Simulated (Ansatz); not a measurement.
**What a change does: single-point calculation on Al₃N**

System: Al₃N (Pm-3m, 4 atoms in the cell).
Method of run 1: DFT PBE, scalar-relativistic, plane waves, PAW, no spin polarisation (Ansatz 0.2.0).

The structure was made by swapping elements on the sites of another compound; it need not be a known phase. Text and figures count atoms from 1; the logs count them from 0 in places.

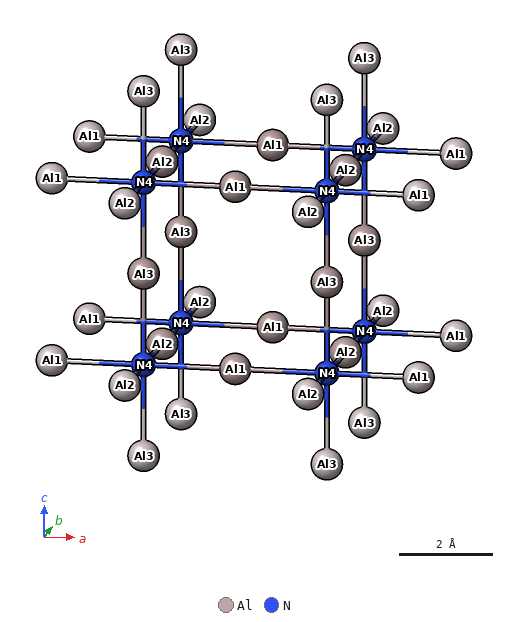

The structure (ball-and-stick view of the cell of the calculation, seen slightly off an axis; neighbours outside the cell are drawn fainter; atoms are numbered from 1 in the order of the input).

The input, run 1:
```yaml
crystal:
  lattice:
    - [4.0388477949, 0.0, 0.0]
    - [0.0, 4.0388477949, 0.0]
    - [0.0, 0.0, 4.0388477949]
  atoms:
    - { symbol: Al, position: [0.5, 0.0, 0.0] }
    - { symbol: Al, position: [0.0, 0.5, 0.0] }
    - { symbol: Al, position: [0.0, 0.0, 0.5] }
    - { symbol: "N", position: [0.0, 0.0, 0.0] }
basis:
  ecutwfc: 420
kpoints:
  mp_grid: { grid: [4, 4, 4] }
hamiltonian:
  xc: pbe
scf:
  occupations: { method: gaussian, width: 0.1 }
  lower_state_search: "off"
output:
  forces: true
  stress: true
  eigenvalues: true
```

Command:
```bash
ansatz run input.yaml --threads 1 --pin off --max-ram 2560MiB --backend cpu --events-out ev --progress --plain --runs-dir out
```

Hardware: 1 thread of Intel Xeon (Granite Rapids), 192 GiB of memory available, shared host.

Output, shortened to warnings, some set-up lines, iterations and results (run 1):
```
Basis set: ecut = 420 eV, 1309 PW (Γ), exchange–correlation on 54×54×54 points (8 copies of the dense FFT grid, shifted against one another)
Symmetry: 48 space group operations
k-points: 10 of 64
Initial density: superposition of atomic densities (neutral atoms: chi_scale 0, normalization atom), corrected by the library's trained network
[...]
SCF iter   1: F=—  HF=-1994.909154 eV  |F-HF|=—  |Δ(HF+E_count)|=         —  Δρ=6.63e-3  dr2=3.58e-2  ethr=1.77e-3  ⟨swp⟩=6.5  Hψ=788  notcnv=0
SCF iter   2: F=—  HF=-1994.901856 eV  |F-HF|=—  |Δ(HF+E_count)|=   7.30e-3  Δρ=2.84e-3  dr2=6.15e-3  ethr=2.56e-4  ⟨swp⟩=1.1  Hψ=191  notcnv=0
SCF iter   3: F=—  HF=-1994.900888 eV  |F-HF|=—  |Δ(HF+E_count)|=   9.68e-4  Δρ=3.01e-4  dr2=4.59e-5  ethr=4.39e-5  ⟨swp⟩=2.2  Hψ=174  notcnv=0
SCF iter   4: F=—  HF=-1994.901610 eV  |F-HF|=—  |Δ(HF+E_count)|=   7.22e-4  Δρ=2.86e-5  dr2=4.05e-7  ethr=3.28e-7  ⟨swp⟩=2.5  Hψ=183  notcnv=0
SCF iter   5: F=-1994.901610 eV  HF=-1994.901610 eV  |F-HF|=1.11e-8  |Δ(HF+E_count)|=   2.19e-7  Δρ=5.04e-6  dr2=9.58e-9  ethr=2.90e-9  ⟨swp⟩=2.5  Hψ=159  notcnv=0
SCF iter   6: F=-1994.901610 eV  HF=-1994.901610 eV  |F-HF|=2.15e-10  |Δ(HF+E_count)|=   1.30e-8  Δρ=8.51e-7  dr2=3.13e-10  ethr=6.84e-11  ⟨swp⟩=2.6  Hψ=416  notcnv=0
SCF 1 converged in 6 iterations: F = -1994.901610 eV  dr2 = 3.13e-10
SCF converged after 6 iterations
Free energy (F): -1994.901610 eV
Harris-Foulkes:  -1994.901610 eV  (|F-HF|=2.15e-10)
Internal energy: -1994.895304 eV  (E = F + TS)
E sigma→0 (E₀):  -1994.898457 eV
Entropy (-TS):   -0.006307 eV (-1.577 meV/atom)
Fermi energy:    6.449486 eV
--- Per-component energies (eV) ---
  E_band       = -0.082343
  E_kinetic    = 200.853226
  E_local      = -374.338867  (includes V_loc(G=0)·N_el)
  E_nonlocal   = 74.984178
  E_hartree    = 145.016433
  E_xc         = -178.303319
  E_vxc        = -162.119562  (∫ρ·V_xc dr)
  E_paw        = -1528.630604  (= ΣΔE_a)
  E_vpaw       = -29.494543  (= ΣTr[D̂ρ^β])
  E_aug_tail   = 0.000088  (compensation charges beyond the density's cutoff)
  E_ewald      = -334.476437
  E_smearing   = -0.006307  (= −TS)
  E_closure    = -0.000000  (closes the sum)
  Σ components = -1994.901610   (vs F -1994.901610, Δ=0.00e0)
--- Forces (eV/Å), atoms counted from 1 ---
  atom   1  Al    -0.00000000    -0.00000000     0.00000000
  atom   2  Al     0.00000000     0.00000000    -0.00000000
  atom   3  Al     0.00000000     0.00000000     0.00000000
  atom   4  N     -0.00000000     0.00000000    -0.00000000
  max |Σ_I F_I| component: 3.20e-31 eV/Å
--- Stress (GPa, compression-positive) ---
       -2.223213      -0.000000       0.000000
        0.000000      -2.223213       0.000000
        0.000000       0.000000      -2.223213
  P = ⅓ Tr σ = -2.2232 GPa (-22.232 kbar)
```

The input of run 2 differs as follows (lines with − go, lines with + come):
```diff
-    - { symbol: "N", position: [0.0, 0.0, 0.0] }
+    - { symbol: "N", position: [0.0, 0.0, 0.0], spin: 1.0 }
+  populations: true
+magnetization:
+  spin_polarized: true
```

What does this change do to the results?

The energy is the same within 0.01 meV per atom. With spin allowed, the absolute moment of the cell comes to 0.00 μB. The SCF takes 15 iterations against 6. The two runs start from different initial densities, which also moves the count.

Output, shortened to warnings, some set-up lines, iterations and results (run 2):
```
WARN: the starting moments were not kept: the SCF closed with an absolute magnetisation of 1.6e-6 μB, where they sum to 1 μB in size (1 site). That is at most 0.1 of that sum. Measured as dr2_m measures the in/out step, that magnetisation stands 1.3e-13 eV from none, at or under the dr2_threshold of 1.0e-7 eV: it is no larger than a step whose dr2_m would equal this threshold. The system may hold …
Basis set: ecut = 420 eV, 1309 PW (Γ), exchange–correlation on 54×54×54 points (8 copies of the dense FFT grid, shifted against one another)
Symmetry: 48 space group operations
k-points: 10 of 64
Initial density: superposition of atomic densities (chi_scale 0.1, normalization cell, long waves kept (reshape's long-wave potential 0.02 eV rms))
[...]
SCF iter   1: F=—  HF=-1995.700438 eV  |F-HF|=—  |Δ(HF+E_count)|=         —  Δρ=5.77e-2 (↑1.80e-2 ↓5.77e-2)  dr2=4.30e0  dr2_m=3.51e-1  M=0.135 μB ∫|m|=0.216 μB  β_m=0.30  …
SCF iter   2: F=—  HF=-1995.021189 eV  |F-HF|=—  |Δ(HF+E_count)|=   6.79e-1  Δρ=3.11e-2 (↑1.42e-2 ↓3.11e-2)  dr2=9.14e-1  dr2_m=2.05e-1  M=0.044 μB ∫|m|=0.179 μB  β_m=0.30  …
SCF iter   3: F=—  HF=-1994.873418 eV  |F-HF|=—  |Δ(HF+E_count)|=   1.48e-1  Δρ=1.68e-2 (↑1.68e-2 ↓1.41e-2)  dr2=1.24e-1  dr2_m=1.09e-1  M=0.084 μB ∫|m|=0.147 μB  β_m=0.30  …
SCF iter   4: F=—  HF=-1994.860220 eV  |F-HF|=—  |Δ(HF+E_count)|=   1.32e-2  Δρ=1.03e-2 (↑1.02e-2 ↓1.03e-2)  dr2=2.16e-3  dr2_m=6.32e-2  M=0.063 μB ∫|m|=0.117 μB  β_m=0.30  …
SCF iter   5: F=—  HF=-1994.876734 eV  |F-HF|=—  |Δ(HF+E_count)|=   1.65e-2  Δρ=7.96e-3 (↑7.96e-3 ↓7.82e-3)  dr2=3.42e-4  dr2_m=3.75e-2  M=0.050 μB ∫|m|=0.096 μB  β_m=0.30  …
[... 6 lines ...]
SCF iter  12: F=—  HF=-1994.901610 eV  |F-HF|=—  |Δ(HF+E_count)|=   1.41e-6  Δρ=3.67e-5 (↑3.67e-5 ↓2.21e-5)  dr2=2.20e-6  dr2_m=1.28e-7  M=0.000 μB ∫|m|=0.000 μB  β_m=0.73  …
SCF iter  13: F=-1994.901610 eV  HF=-1994.901610 eV  |F-HF|=5.81e-8  |Δ(HF+E_count)|=   1.54e-7  Δρ=7.38e-6 (↑7.38e-6 ↓4.31e-6)  dr2=8.28e-8  dr2_m=5.95e-9  M=0.000 μB …
SCF iter  14: F=-1994.901610 eV  HF=-1994.901610 eV  |F-HF|=3.22e-10  |Δ(HF+E_count)|=   5.59e-9  Δρ=7.41e-7 (↑7.41e-7 ↓4.35e-7)  dr2=7.35e-10  dr2_m=9.21e-11  M=0.000 μB …
SCF iter  15: F=-1994.901610 eV  HF=-1994.901610 eV  |F-HF|=1.82e-12  |Δ(HF+E_count)|=  3.20e-10  Δρ=3.86e-8 (↑3.86e-8 ↓3.27e-8)  dr2=6.04e-13  dr2_m=5.59e-13  M=-0.000 μB …
SCF 1 converged in 15 iterations: F = -1994.901610 eV  dr2 = 6.04e-13
SCF converged after 15 iterations
Magnetization: -0.0000 μB (7.0000 up, 7.0000 down)
Absolute magnetization: 0.0000 μB (∫|ρ↑−ρ↓|, with the PAW one-centre terms)
Spin contamination: 0.0000 ħ² per cell (⟨S²⟩ above its minimum at these occupations)
Per-site moments (μB) at R_I (Å): [(-5.46910909704415e-8, 0.833012357698125), (-5.469109099162093e-8, 0.833012357698125), (-5.469109094690843e-8, 0.833012357698125), (1.5184047052302625e-7, 0.833012357698125)]
Free energy (F): -1994.901610 eV
Harris-Foulkes:  -1994.901610 eV  (|F-HF|=1.82e-12)
Internal energy: -1994.895304 eV  (E = F + TS)
E sigma→0 (E₀):  -1994.898457 eV
Entropy (-TS):   -0.006306 eV (-1.577 meV/atom)
Fermi energy:    6.449484 eV
--- Per-component energies (eV) ---
  E_band       = -0.082385
  E_kinetic    = 200.853337
  E_local      = -374.339200  (includes V_loc(G=0)·N_el)
  E_nonlocal   = 74.984223
  E_hartree    = 145.016645
  E_xc         = -178.303335
  E_vxc        = -162.119582  (∫ρ·V_xc dr)
  E_paw        = -1528.630625  (= ΣΔE_a)
  E_vpaw       = -29.494556  (= ΣTr[D̂ρ^β])
  E_aug_tail   = 0.000088  (compensation charges beyond the density's cutoff)
  E_ewald      = -334.476437
  E_smearing   = -0.006306  (= −TS)
  E_closure    = 0.000000  (closes the sum)
  Σ components = -1994.901610   (vs F -1994.901610, Δ=0.00e0)
--- Forces (eV/Å), atoms counted from 1 ---
  atom   1  Al    -0.00000000    -0.00000000    -0.00000000
  atom   2  Al     0.00000000    -0.00000000     0.00000000
  atom   3  Al     0.00000000    -0.00000000    -0.00000000
  atom   4  N     -0.00000000    -0.00000000     0.00000000
  max |Σ_I F_I| component: 4.85e-31 eV/Å
--- Stress (GPa, compression-positive) ---
       -2.223250      -0.000000       0.000000
        0.000000      -2.223250       0.000000
        0.000000       0.000000      -2.223250
  P = ⅓ Tr σ = -2.2233 GPa (-22.233 kbar)
--- Löwdin populations: 4 sites ---
  site symbol       q [e]    m [muB]
     0     Al      2.5864    -0.0000
     1     Al      2.5864    -0.0000
     2     Al      2.5864    -0.0000
     3      N      6.0519     0.0000
  spilling = 0.013498 (of n_electrons = 14.000000)
```

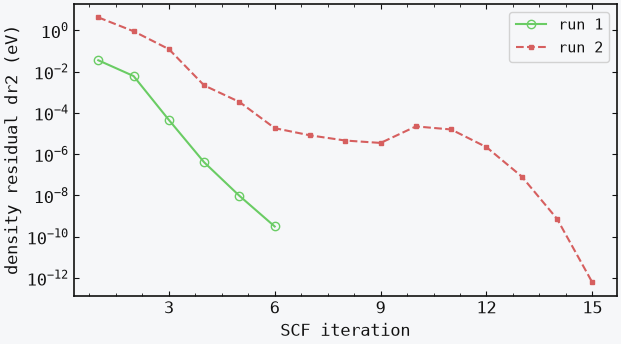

Convergence of the two runs: density residual dr2 against the SCF iteration. Run 1 takes 6 iterations in all, and run 2 takes 15.

The two runs side by side:

| quantity | run 1 | run 2 |
| --- | --- | --- |
| outcome | converged | converged |
| free energy per atom (eV) | −498.7254 | −498.7254 |
| energy per atom, smearing taken to zero (eV) | −498.7246 | −498.7246 |
| gap on the mesh (eV) | 0.00 | 0.00 |
| pressure (GPa) | −2.22 | −2.22 |
| largest force (eV/Å) | 0.000 | 0.000 |
| SCF iterations | 6 | 15 |
| irreducible k-points | 10 | 10 |
| plane waves at Γ | 1309 | 1309 |
| net moment of the cell (μB) | – | 0.00 |
| absolute moment of the cell (μB) | – | 0.00 |

For run 2: Warnings: some starting moments were not kept.
